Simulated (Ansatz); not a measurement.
Input file:

```
crystal:
  lattice:
    - [2.5031953718, 0.0625798843, 0.0]
    - [-1.1974019163, 2.1365408404, 0.0]
    - [0.0, 0.0, 4.1688692921]
  atoms:
    - { symbol: C, position: [0.3326927279, 0.6670336182, 0.000292076] }
    - { symbol: C, position: [0.6673072721, 0.3329663818, 0.500292076] }
    - { symbol: C, position: [0.3326927279, 0.6670336182, 0.374707924] }
    - { symbol: C, position: [0.6673072721, 0.3329663818, 0.874707924] }
kpoints:
  mp_grid: { grid: [12, 12, 6] }
  band_path:
    path:
      - [0.0, 0.0, 0.0]
      - [0.5, 0.0, 0.0]
      - [0.3333333333, 0.3333333333, 0.0]
      - [0.0, 0.0, 0.5]
      - [0.5, 0.0, 0.5]
      - [0.3333333333, 0.3333333333, 0.5]
      - [0.333333, 0.338542, 0.0]
    npoints: 1
hamiltonian:
  xc: pbe
scf:
  occupations: { method: fermi_dirac, width: 0.02 }
  n_extra_bands: 5
output:
  forces: true
  stress: true
  eigenvalues: true
  write_density: true
  write_potential: true
  elf: true
  volumetric_format: npy
```

Launched as:

```sh
ansatz run input.yaml --threads 2 --pin off --max-ram 2211MiB --backend cpu --events-out ev --progress --plain --runs-dir out
```

Below, planes, directions and counts refer to the conventional cell (a = 2.45 Å, b = 4.17 Å, c = 2.50 Å, α = 90.00°, β = 117.84°, γ = 90.00°).

Space group P2₁/m; started from the lonsdaleite (2H) prototype, which need not be the ambient phase; changed on purpose from its base cell (shear xy strain +5.0%); computed pressure about 5 GPa in this cell.

Theory: DFT, PBE, plane waves, PAW in Ansatz.

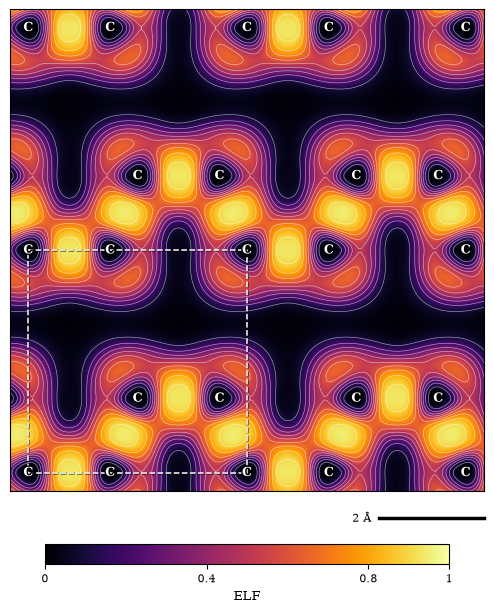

C. Electron localisation function on the (101) plane of the conventional cell.

Core electrons are frozen (PAW), and the valence fields are smoothed inside the atomic spheres.

What do the fields say about this system?

Answer.
- The section cuts through C sites.
- C–C (1.51 Å): the ELF peaks at about 0.95 between the atoms: localised, covalent bonding.
- C–C (1.56 Å): the ELF peaks at about 0.95 between the atoms (localised, covalent bonding).

Metal or insulator at this level of theory?

Answer. It is gapped, with a Kohn–Sham gap of 3.1 eV on the k-point mesh (the band edges may lie off the mesh, which would make the gap smaller).
